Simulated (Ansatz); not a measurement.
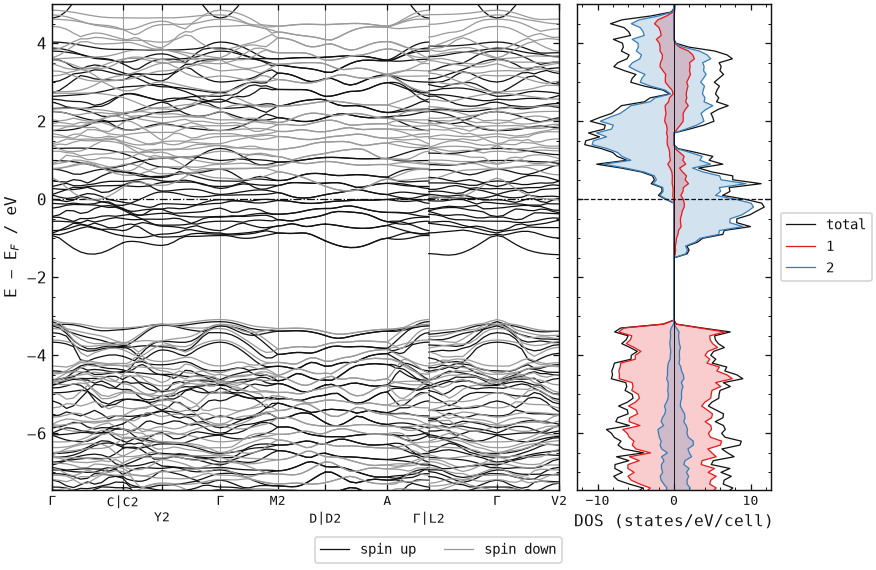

Band structure and density of states. Energies are counted from the Fermi level. The partial curves are projected on Löwdin-orthogonalised atomic shells. Spin-down states are drawn negative.

Structure: V3O5, space group C2/c (No. 15), 16 atoms in the cell.

Computed with Ansatz: DFT PBEsol, scalar-relativistic, plane waves, PAW, spin-polarised, 8×8×6 k mesh, 420 eV cutoff.

**Assign each number in the legend. The candidates: O, V.**

1 is O; 2 is V.

**Is there a gap at the Fermi level?**

A metal: bands cross the Fermi level along this path.
